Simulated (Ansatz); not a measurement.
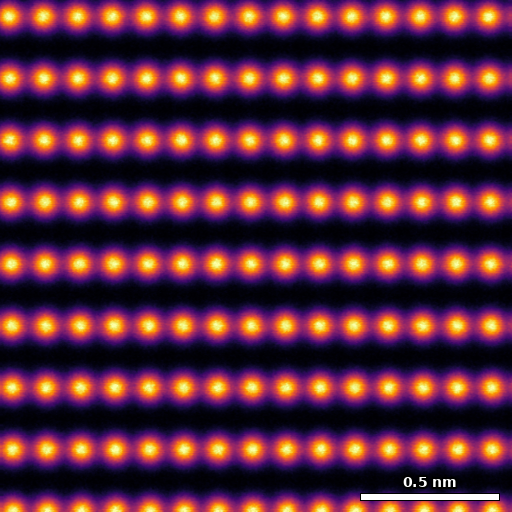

An image along [210] of one of the structures below (computed or model cells, partly hypothetical, each in its standard cell). Simulated incoherent Z contrast: every atom adds Z^1.7 spread by a probe of 0.82 Å full width; channelling and multiple scattering are left out. The probe carries 25 % of its weight in a tail 2.5 times as wide. Shot noise and a slight drift were added.

A. Cr
Space group Pm-3m (No. 221). a = 2.461 Å, b = 2.461 Å, c = 2.461 Å, α = 90.00°, β = 90.00°, γ = 90.00°
```
atom  site  symmetry       x       y       z
  Cr    1a      m-3m  0.0000  0.0000  0.0000
```

B. Cr
Space group Fm-3m (No. 225). a = 3.650 Å, b = 3.650 Å, c = 3.650 Å, α = 90.00°, β = 90.00°, γ = 90.00°
```json
{"atom": "Cr", "site": "4a", "symmetry": "m-3m", "x": "0.0000", "y": "0.0000", "z": "0.0000"}
```

C. Cr
Space group P6_3/mmc (No. 194). a = 2.508 Å, b = 2.508 Å, c = 4.528 Å, α = 90.00°, β = 90.00°, γ = 120.00°
```tsv
atom	site	symmetry	x	y	z
Cr	2c	-6m2	0.3333	0.6667	0.2500
```

D. Cr
Space group P6/mmm (No. 191). a = 4.186 Å, b = 4.186 Å, c = 2.255 Å, α = 90.00°, β = 90.00°, γ = 120.00°
```tsv
atom	site	symmetry	x	y	z
Cr	1a	6/mmm	0.0000	0.0000	0.0000
Cr	2d	-6m2	0.3333	0.6667	0.5000
```

> Which of them gives this image?

C, Cr. Along [210] the projected cells are A 1.10 × 2.46 Å, 90°; B 0.82 × 1.83 Å, 90°; C 1.25 × 2.26 Å, 90°; D 2.09 × 2.26 Å, 90°. The image repeats as C does.

Structure C: the end point of a relaxation with DFT, BLYP, plane waves (420 eV) with PAW, scalar-relativistic (Ansatz); the starting structure was generated, so it need not be a known form of this composition.
